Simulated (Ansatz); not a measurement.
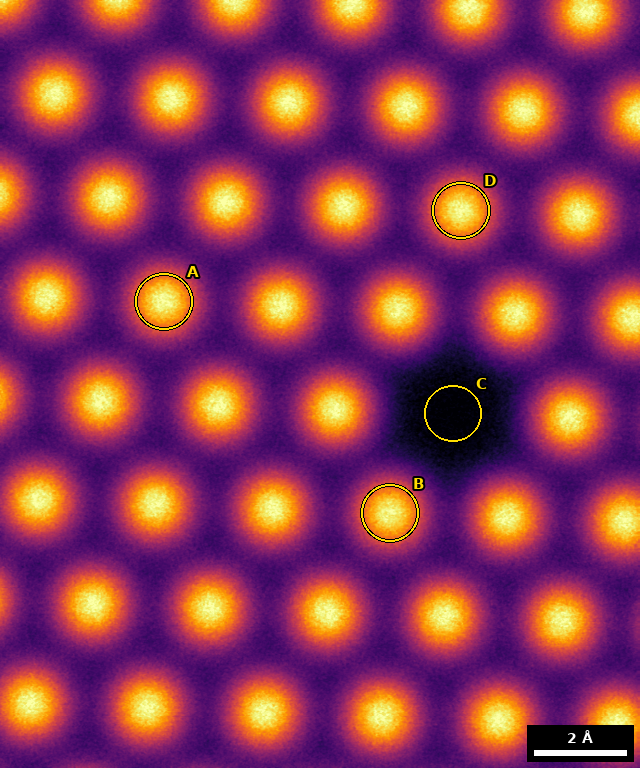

Z-contrast image of Pt (P6/mmm, No. 191) along [001]. Simulation: incoherent imaging, intensity Z^1.7 per atom, probe width 1.30 Å, thin sample. The probe carries 25 % of its weight in a tail 2.5 times as wide. The display is stretched by a gamma of 0.8; percentages refer to the linear signal. Shot noise and a slight drift were added.

The sample is 1 repeat (2.6 Å) thick. One point defect was put into the perfect crystal, without relaxing the atoms around it. Brightness is counted from the darkest point of the image. Host structure: the end point of a relaxation with Ansatz 0.2.0, DFT, LDA (PW92), plane waves (420 eV) with PAW, scalar-relativistic; the starting structure was generated, so it need not be a known form of this composition.

### Which ringed column holds the defect, and does it scatter more or less than its equals?

C; it scatters less. The column holds 1 atom (Pt) through the sample, and one Pt atom is missing, so its peak vanishes.
